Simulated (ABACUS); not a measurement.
# Run report: MnO, band-structure run (part 3 of 3)

The same run, continued: MnO (Fm-3m, 2 atoms in the cell); Kohn-Sham DFT of a periodic cell, PBE, PseudoDojo NC SR 0.4.1 PBE standard, spin-polarised (ABACUS 3.10.1); cutoff 1360.57 eV, 9×9×9 k-mesh, fermi-dirac of 0.05 eV, collinear spins. The structure derives from a Materials Project entry. The settings are looser than a standard set-up, so the numbers are not reference values.

Geometry of the input (Å; fractional positions):
```
0.0000  2.2239  2.2239
2.2239  0.0000  2.2239
2.2239  2.2239  0.0000
Mn 0.0000  0.0000  0.0000
O  0.5000  0.5000  0.5000
```

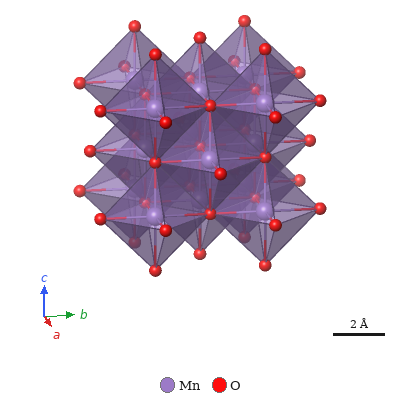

**Figure 1.** The structure (polyhedral view of the cell 4 times as large as that of the calculation, set on its symmetry axes, seen slightly off an axis; polyhedra are completed across the faces of the cell).

**File mulliken.txt, continued**
```
pz                                     0              0.8102              0.7573              1.5676              0.0529
px                                     0              0.9587              0.8415              1.8002              0.1172
py                                     0              0.8180              0.7495              1.5675              0.0685
SUM OVER M                                            2.5870              2.3483              4.9353              0.2387
SUM OVER M+Zeta                                       2.5870              2.3483              4.9353              0.2387

SUM OVER M+Zeta+L                                     3.5574              3.2843              6.8417              0.2730

Total Charge on atom:                  O              6.8417
Total Magnetism on atom:               O              0.2730
```

**Summary**

| quantity | value |
| --- | --- |
| outcome | converged |
| space group (tolerance 0.01 Å) | Fm-3m (225) |
| electrons treated | 21 |
| free energy | −3411.0743 eV |
| Fermi energy of the self-consistent step | 15.493 eV |
| gap on the k-point mesh | none (metallic) |
| net moment of the cell | 4.58 μB |
| integrated absolute moment | 4.58 μB |
| pressure | 2.88 GPa |
| largest force (length of the vector) | under 0.001 eV/Å |
| wall time | 4.3 s (CPU time 16 s) |
| peak memory | 0.36 GiB |

**Remarks**

The settings depart from the standard set-up of this series, which can bear on the numbers. Points of doubt noted for this run: home made orbitals.
